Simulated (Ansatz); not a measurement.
# What a change does: geometry relaxation on AlRu

System: AlRu (2 atoms in the cell).
Method of run 1: DFT PBEsol, scalar-relativistic, plane waves, PAW, no spin polarisation (Ansatz 0.2.0).

The structure derives from a Materials Project entry. Text and figures count atoms from 1; the logs count them from 0 in places.

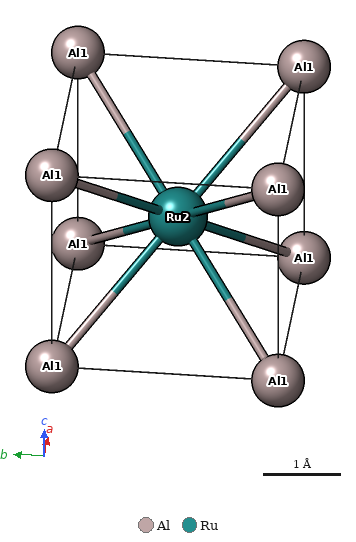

The input geometry (ball-and-stick view of the cell of the calculation, seen at an oblique angle; atoms are numbered from 1 in the order of the input). An atom can appear more than once, as a periodic image.

**The input, run 1**
```yaml
crystal:
  lattice:
    - [2.98249544, 0.0, 0.0]
    - [0.0, 2.98249544, 0.0]
    - [0.0, 0.0, 2.98249544]
  atoms:
    - { symbol: Al, position: [0.0, 0.0, 0.0] }
    - { symbol: Ru, position: [0.5, 0.5, 0.5] }
basis:
  ecutwfc: 420
kpoints:
  mp_grid: { grid: [14, 14, 14] }
hamiltonian:
  xc: pbesol
scf:
  occupations: { method: gaussian, width: 0.1 }
output:
  forces: true
  stress: true
  eigenvalues: true
  write_density: true
  write_potential: true
  elf: true
  volumetric_format: npy
relax:
  adjacent_minimum: "off"
  f_tol: 0.005
  max_steps: 80
  cell: { stress_tol: 0.05 }
```

Command:
```bash
ansatz run input.yaml --threads 4 --pin off --max-ram 10240MiB --backend cpu --events-out ev --progress --plain --runs-dir out
```

Hardware: 4 threads of AMD EPYC (Zen 3), 16 GiB of memory available, shared host.

**Output, shortened to warnings, some set-up lines, iterations and results (run 1)**
```
Basis set: ecut = 420 eV, 485 PW (Γ), exchange–correlation on 40×40×40 points (8 copies of the dense FFT grid, shifted against one another)
Symmetry: 48 space group operations
k-points: 120 of 2744
Initial density: superposition of atomic densities (neutral atoms: chi_scale 0, normalization atom), corrected by the library's trained network
[...]
SCF iter   1: F=—  HF=-6342.310118 eV  |F-HF|=—  |Δ(HF+E_count)|=         —  Δρ=9.18e-3  dr2=2.45e-2  ethr=1.77e-3  ⟨swp⟩=5.0  Hψ=8941  notcnv=0
SCF iter   2: F=—  HF=-6342.306534 eV  |F-HF|=—  |Δ(HF+E_count)|=   3.58e-3  Δρ=5.15e-3  dr2=8.72e-3  ethr=1.29e-4  ⟨swp⟩=1.1  Hψ=2651  notcnv=0
SCF iter   3: F=—  HF=-6342.304618 eV  |F-HF|=—  |Δ(HF+E_count)|=   1.92e-3  Δρ=5.64e-4  dr2=7.95e-5  ethr=4.59e-5  ⟨swp⟩=2.4  Hψ=2430  notcnv=0
SCF iter   4: F=—  HF=-6342.304527 eV  |F-HF|=—  |Δ(HF+E_count)|=   9.14e-5  Δρ=1.30e-4  dr2=3.70e-6  ethr=4.18e-7  ⟨swp⟩=2.0  Hψ=2411  notcnv=0
SCF iter   5: F=-6342.304527 eV  HF=-6342.304527 eV  |F-HF|=9.53e-9  |Δ(HF+E_count)|=   4.26e-7  Δρ=1.14e-5  dr2=1.97e-8  ethr=1.95e-8  ⟨swp⟩=2.5  Hψ=2586  notcnv=0
[... 25 lines ...]
SCF iter   7: F=-6342.305226 eV  HF=-6342.305226 eV  |F-HF|=9.09e-13  |Δ(HF+E_count)|=    0.00e0  Δρ=6.34e-9  dr2=1.01e-14  ethr=1.00e-12  ⟨swp⟩=1.0  Hψ=1680  notcnv=0
SCF iter   8: F=-6342.305226 eV  HF=-6342.305226 eV  |F-HF|=1.82e-12  |Δ(HF+E_count)|=  1.82e-12  Δρ=2.61e-9  dr2=1.51e-15  ethr=1.00e-12  ⟨swp⟩=1.0  Hψ=1680  notcnv=0
SCF iter   9: F=-6342.305226 eV  HF=-6342.305226 eV  |F-HF|=2.73e-12  |Δ(HF+E_count)|=  3.64e-12  Δρ=9.64e-10  dr2=1.79e-16  ethr=1.00e-12  ⟨swp⟩=2.0  Hψ=4563  notcnv=0
SCF 4 converged in 9 iterations: F = -6342.305226 eV  dr2 = 1.79e-16
relax step   4: F+E_penalty+E_count = -6342.30522647 eV  Δ(F+E_penalty+E_count) = +5.194e-5 eV  max|allowed force component| = 1.308e-29 eV/Å  Δτ_max = 0.0000 Å  P = -0.004 …
basis re-selected at this cell: Δ(F+E_penalty+E_count) = +5.194e-5 eV, ΔP = -0.001 GPa vs the last step (what re-selecting the basis moved, of the pressure what is left beyond the Pulay correction that the steps carried, after the strain that the cell walked since its last selection, with what the …
SCF converged after 9 iterations
Free energy (F): -6342.305226 eV
Harris-Foulkes:  -6342.305226 eV  (|F-HF|=2.73e-12)
Internal energy: -6342.295938 eV  (E = F + TS)
E sigma→0 (E₀):  -6342.300582 eV
Entropy (-TS):   -0.009289 eV (-4.644 meV/atom)
Fermi energy:    16.289866 eV
--- Per-component energies (eV) ---
  E_band       = -116.610192
  E_kinetic    = 543.852695
  E_local      = -1784.350459  (includes V_loc(G=0)·N_el)
  E_nonlocal   = 356.646528
  E_hartree    = 632.797641
  E_xc         = -231.025672
  E_vxc        = -270.633116  (∫ρ·V_xc dr)
  E_paw        = -3855.420262  (= ΣΔE_a)
  E_vpaw       = -227.720929  (= ΣTr[D̂ρ^β])
  E_aug_tail   = -0.000192  (compensation charges beyond the density's cutoff)
  E_ewald      = -2005.068651
  E_core_change = 0.272435  (= ΣΔE_core)
  E_smearing   = -0.009289  (= −TS)
  E_closure    = 0.000000  (closes the sum)
  Σ components = -6342.305226   (vs F -6342.305226, Δ=0.00e0)
--- Forces (eV/Å), atoms counted from 1 ---
  atom   1  Al    -0.00000000     0.00000000     0.00000000
  atom   2  Ru    -0.00000000     0.00000000    -0.00000000
  max |Σ_I F_I| component: 2.64e-29 eV/Å
--- Stress (GPa, compression-positive) ---
       -0.004271      -0.000000      -0.000000
       -0.000000      -0.004271      -0.000000
       -0.000000      -0.000000      -0.004271
  P = ⅓ Tr σ = -0.0043 GPa (-0.043 kbar)
--- Relaxed structure (3 steps of the walk, 3 accepted, 1 SCFs on fresh bases) ---
  F+E_penalty+E_count = -6342.30522647 eV   max|allowed force component| = 1.308e-29 eV/Å   (the final SCF, on the basis selected at the relaxed cell)
  cell:  # Å, volume = 26.3655 Å³
    - [2.976314454185306, -3.209883240645393e-35, 0.0]
    - [-3.209883240645393e-35, 2.976314454185306, -2.4074124304840445e-35]
    - [-6.419766481290786e-35, -2.4074124304840445e-35, 2.976314454185306]
  atoms:
    - { symbol: Al, position: [-8.609926298886591e-35, 1.0762407873599978e-35, -5.381203936793871e-36] }
    - { symbol: Ru, position: [0.5, 0.5, 0.5] }
```

For run 2 the input was changed thus:
```diff
+  ecutrho_ratio: 6
+  mixing: { algorithm: msr1, beta: 0.9, ndim: 16 }
-  write_density: true
-  write_potential: true
-  elf: true
-  volumetric_format: npy
```

Predict how the results change.

The energy doesn't change within 0.01 meV per atom. The SCF takes 19 iterations over all geometry steps against 27.

**Output, shortened to warnings, some set-up lines, iterations and results (run 2)**
```
Basis set: ecut = 420 eV, 485 PW (Γ), exchange–correlation on 50×50×50 points (8 copies of the dense FFT grid, shifted against one another)
Symmetry: 48 space group operations
k-points: 120 of 2744
Initial density: superposition of atomic densities (neutral atoms: chi_scale 0, normalization atom), corrected by the library's trained network
[...]
SCF iter   1: F=—  HF=-6342.310034 eV  |F-HF|=—  |Δ(HF+E_count)|=         —  Δρ=9.19e-3  dr2=2.44e-2  ethr=1.77e-3  ⟨swp⟩=5.0  Hψ=8930  notcnv=0
SCF iter   2: F=—  HF=-6342.306731 eV  |F-HF|=—  |Δ(HF+E_count)|=   3.30e-3  Δρ=6.17e-3  dr2=1.20e-2  ethr=1.29e-4  ⟨swp⟩=2.2  Hψ=4194  notcnv=0  defer=21
SCF iter   3: F=—  HF=-6342.304517 eV  |F-HF|=—  |Δ(HF+E_count)|=   2.21e-3  Δρ=4.45e-4  dr2=1.05e-5  ethr=6.33e-5  ⟨swp⟩=2.4  Hψ=2329  notcnv=0  defer=21
SCF iter   4: F=—  HF=-6342.304521 eV  |F-HF|=—  |Δ(HF+E_count)|=   3.89e-6  Δρ=6.51e-5  dr2=1.37e-6  ethr=5.51e-8  ⟨swp⟩=2.4  Hψ=2718  notcnv=0  defer=21
SCF iter   5: F=-6342.304521 eV  HF=-6342.304521 eV  |F-HF|=1.08e-8  |Δ(HF+E_count)|=   2.32e-7  Δρ=6.35e-6  dr2=1.28e-8  ethr=7.20e-9  ⟨swp⟩=2.2  Hψ=2147  notcnv=0  defer=21
[... 17 lines ...]
SCF iter   2: F=—  HF=-6342.305221 eV  |F-HF|=—  |Δ(HF+E_count)|=   1.32e-6  Δρ=2.52e-6  dr2=1.81e-9  ethr=2.00e-11  ⟨swp⟩=2.0  Hψ=2806  notcnv=0
SCF iter   3: F=—  HF=-6342.305221 eV  |F-HF|=—  |Δ(HF+E_count)|=  8.03e-10  Δρ=3.82e-6  dr2=5.28e-9  ethr=9.51e-12  ⟨swp⟩=2.0  Hψ=2717  notcnv=0  recentre
SCF iter   4: F=-6342.305221 eV  HF=-6342.305221 eV  |F-HF|=9.09e-13  |Δ(HF+E_count)|=   1.13e-9  Δρ=2.21e-7  dr2=5.26e-12  ethr=1.00e-12  ⟨swp⟩=4.2  Hψ=8286  notcnv=0
SCF 4 converged in 4 iterations: F = -6342.305221 eV  dr2 = 5.26e-12
relax step   4: F+E_penalty+E_count = -6342.30522077 eV  Δ(F+E_penalty+E_count) = +5.179e-5 eV  max|allowed force component| = 2.112e-30 eV/Å  Δτ_max = 0.0000 Å  P = -0.004 …
basis re-selected at this cell: Δ(F+E_penalty+E_count) = +5.179e-5 eV, ΔP = -0.001 GPa vs the last step (what re-selecting the basis moved, of the pressure what is left beyond the Pulay correction that the steps carried, after the strain that the cell walked since its last selection, with what the …
SCF converged after 4 iterations
Free energy (F): -6342.305221 eV
Harris-Foulkes:  -6342.305221 eV  (|F-HF|=9.09e-13)
Internal energy: -6342.295932 eV  (E = F + TS)
E sigma→0 (E₀):  -6342.300576 eV
Entropy (-TS):   -0.009289 eV (-4.644 meV/atom)
Fermi energy:    16.289865 eV
--- Per-component energies (eV) ---
  E_band       = -116.610210
  E_kinetic    = 543.852670
  E_local      = -1784.350747  (includes V_loc(G=0)·N_el)
  E_nonlocal   = 356.646489
  E_hartree    = 632.797620
  E_xc         = -231.025670
  E_vxc        = -270.633110  (∫ρ·V_xc dr)
  E_paw        = -3855.420246  (= ΣΔE_a)
  E_vpaw       = -227.720924  (= ΣTr[D̂ρ^β])
  E_aug_tail   = 0.000073  (compensation charges beyond the density's cutoff)
  E_ewald      = -2005.068557
  E_core_change = 0.272435  (= ΣΔE_core)
  E_smearing   = -0.009289  (= −TS)
  E_closure    = 0.000000  (closes the sum)
  Σ components = -6342.305221   (vs F -6342.305221, Δ=0.00e0)
--- Forces (eV/Å), atoms counted from 1 ---
  atom   1  Al    -0.00000000     0.00000000    -0.00000000
  atom   2  Ru     0.00000000    -0.00000000     0.00000000
  max |Σ_I F_I| component: 4.19e-30 eV/Å
--- Stress (GPa, compression-positive) ---
       -0.004283      -0.000000       0.000000
       -0.000000      -0.004283      -0.000000
        0.000000      -0.000000      -0.004283
  P = ⅓ Tr σ = -0.0043 GPa (-0.043 kbar)
--- Relaxed structure (3 steps of the walk, 3 accepted, 1 SCFs on fresh bases) ---
  F+E_penalty+E_count = -6342.30522077 eV   max|allowed force component| = 2.112e-30 eV/Å   (the final SCF, on the basis selected at the relaxed cell)
  cell:  # Å, volume = 26.3655 Å³
    - [2.9763145935914235, -2.4074124304840445e-35, -1.6049416203226965e-35]
    - [-2.4074124304840445e-35, 2.9763145935914235, 0.0]
    - [-1.6049416203226965e-35, 0.0, 2.9763145935914235]
  atoms:
    - { symbol: Al, position: [-2.152481574728316e-35, 3.9153411757460413e-47, 5.381203936811001e-36] }
    - { symbol: Ru, position: [0.5, 0.5, 0.5] }
```

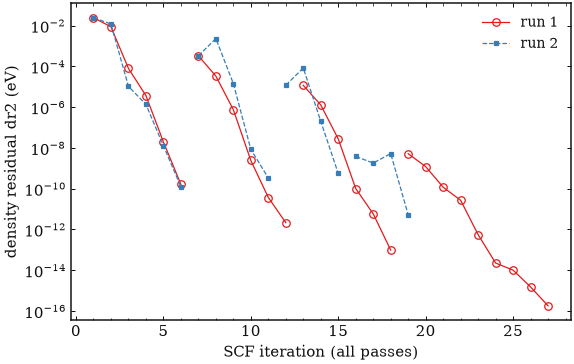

Convergence of the two runs: density residual dr2 against the SCF iteration. A break in a curve parts two SCF passes. Run 1 takes 27 iterations in all, and run 2 takes 19.

**The two runs side by side**

| quantity | run 1 | run 2 |
| --- | --- | --- |
| outcome | converged | converged |
| free energy per atom (eV) | −3171.1526 | −3171.1526 |
| energy per atom, smearing taken to zero (eV) | −3171.1503 | −3171.1503 |
| gap on the mesh (eV) | 0.00 | 0.00 |
| pressure (GPa) | 0.00 | 0.00 |
| largest force (eV/Å) | 0.000 | 0.000 |
| SCF iterations | 27 | 19 |
| irreducible k-points | 120 | 120 |
| wall time (shared host) | 3.2 s | 3.2 s |
